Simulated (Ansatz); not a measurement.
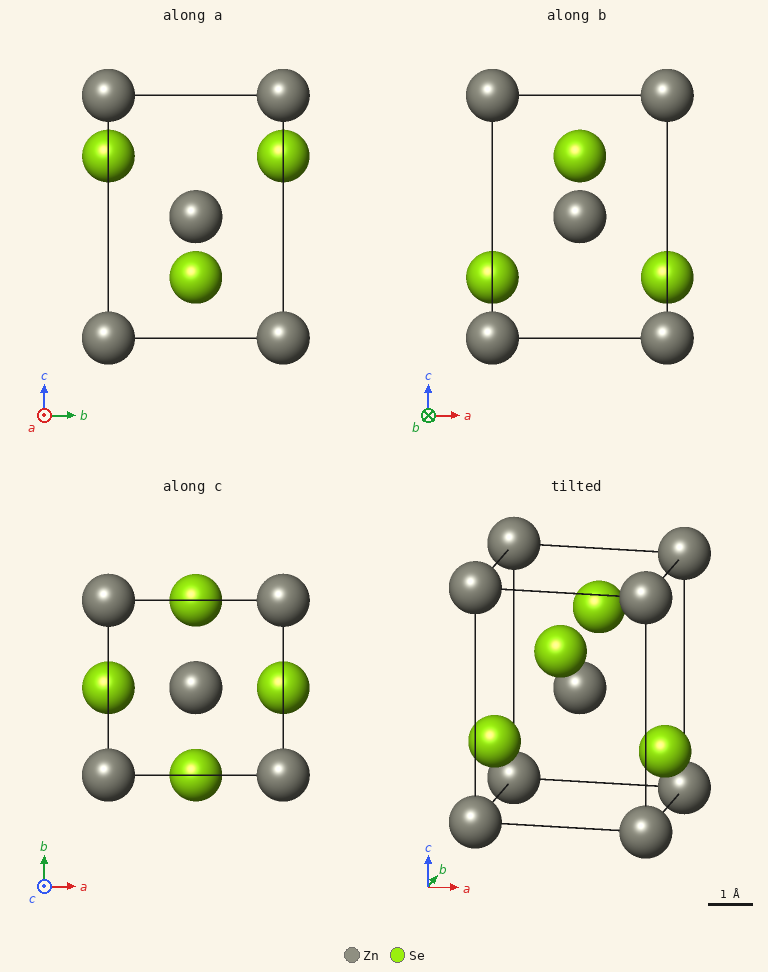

Shown here is a spheres-only view of the crystal, taken along the a axis, along the b axis, along the c axis and slightly off an axis. The lines enclose the conventional unit cell; boundary atoms appear with their images.

Lattice parameters: a = 4.0056 Å, b = 4.0056 Å, c = 5.5623 Å, α = 90.000°, β = 90.000°, γ = 90.000°.

### Express the structure as a CIF in P1 with every atom of the cell.

```cif
data_structure
_symmetry_space_group_name_H-M 'P 1'
_symmetry_Int_Tables_number 1
_cell_length_a 4.0056
_cell_length_b 4.0056
_cell_length_c 5.5623
_cell_angle_alpha 90.000
_cell_angle_beta 90.000
_cell_angle_gamma 90.000
_cell_volume 89.25
loop_
_atom_site_label
_atom_site_type_symbol
_atom_site_fract_x
_atom_site_fract_y
_atom_site_fract_z
_atom_site_occupancy
Zn1 Zn 0.0000 0.0000 0.0000 1
Se1 Se 0.0000 0.5000 0.2500 1
Zn2 Zn 0.5000 0.5000 0.5000 1
Se2 Se 0.5000 0.0000 0.7500 1
```

The initial geometry was a structure type filled with these elements by a generator (whether the compound takes this form wasn't checked). The cell was then strained or its atoms displaced on purpose. Ansatz was used for an electronic-structure calculation on it.
